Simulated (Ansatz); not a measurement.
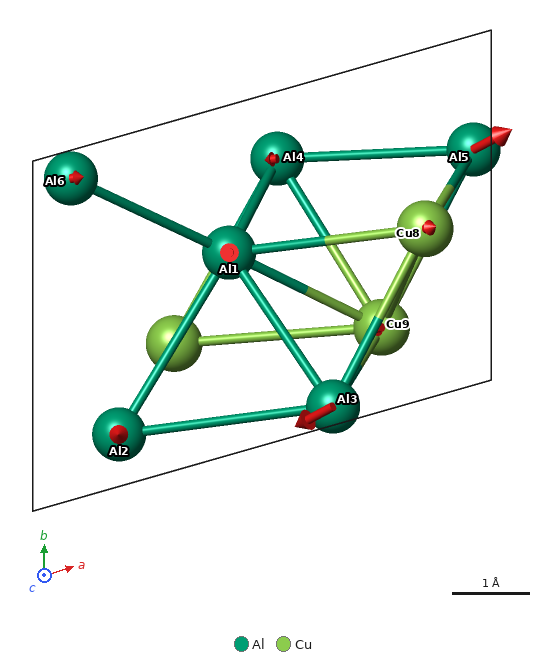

A relaxation of an amorphous cell of composition Al₂Cu (coarse preliminary run). The starting structure is drawn; red arrows show the displacements (the part carried along by the change of the cell is left out), magnified 10 times.

Style: ball-and-stick. Shown: the cell of the calculation, along the c axis.

Case: atoms packed at random at 1.25 times the crystal's volume, relaxed further on a centred mesh.

Theory: Ansatz 0.2.0, DFT PBEsol, scalar-relativistic, plane waves, PAW.

Input
```yaml
crystal:
  lattice:
    - [6.198157433, 0.7404748816, -0.1638541789]
    - [0.7542479628, 4.5707411615, -0.4526159893]
    - [-0.0882961205, -0.3914211332, 4.671348794]
  atoms:
    - { symbol: Al, position: [0.4284685611, 0.5781389876, 0.6096237532] }
    - { symbol: Al, position: [0.1886826273, 0.1487608553, 0.5327189823] }
    - { symbol: Al, position: [0.6553761275, 0.053661575, 0.7606868533] }
    - { symbol: Al, position: [0.5337510915, 0.8073971341, 0.1734993075] }
    - { symbol: Al, position: [0.9617038112, 0.6732643504, 0.3816735897] }
    - { symbol: Al, position: [0.0833624836, 0.9194692579, 0.9688358226] }
    - { symbol: Cu, position: [0.308546059, 0.3634546706, 0.0711329305] }
    - { symbol: Cu, position: [0.8559654318, 0.4864259768, 0.8408484601] }
    - { symbol: Cu, position: [0.7611916965, 0.2404387777, 0.3015000656] }
  symmetry: { detect: false }
basis:
  ecutwfc: 420
kpoints:
  mp_grid: { grid: [4, 5, 5] }
hamiltonian:
  xc: pbesol
scf:
  occupations: { method: gaussian, width: 0.1 }
  lower_state_search: "off"
output:
  forces: true
  stress: true
  eigenvalues: true
relax:
  adjacent_minimum: "off"
  f_tol: 0.04
  max_steps: 25
  cell: { stress_tol: 0.3 }
```

Command:
```bash
ansatz run input.yaml --threads 2 --pin off --max-ram 5120MiB --backend cpu --events-out ev --progress --plain --runs-dir out
```

**Atoms of which element are displaced furthest, and by how much?**

Aluminium: up to 0.070 Å, against 0.021 Å for copper.

**What happened in the run?**

The largest moves relative to the cell, 0.070 Å, are those of Al3 and Al5. Al5 goes along [3 1 3]. Largest moves by element: Al 0.070 Å, Cu 0.021 Å. Cell: a 6.244 → 6.078 Å (−2.7 %), b 4.655 → 4.707 Å (+1.1 %), c 4.689 → 4.739 Å (+1.1 %), α 100.5° → 101.1°, β 93.1° → 96.7°, γ 73.7° → 74.8°. Volume −0.5 %. Among the contacts that change: Al1–Al5 2.990 → 2.796 Å, Al4–Al6 2.858 → 2.707 Å, Cu7–Cu8 2.910 → 2.775 Å, Al1–Al3 2.913 → 2.815 Å. Over 5 accepted moves (6 points after the start) the energy falls by 0.107 eV per cell of the calculation. The largest force component goes from 0.18 to 0.013 eV/Å. The pressure goes from −0.02 to −0.02 GPa. The SCF was repeated once at an unchanged geometry on a basis and grid sized afresh for the cell, which shifted the energy by 0.4 meV per cell of the calculation at most. Cost: 3.4 min on 2 threads of Intel(R) Xeon(R) Processor @ 2.50GHz (Skylake/Cascade Lake) (shared host), peak memory 0.56 GiB.

Limits of the set-up: the periodic images lie only 4.7 Å apart, so the values are limited by the cell's size.
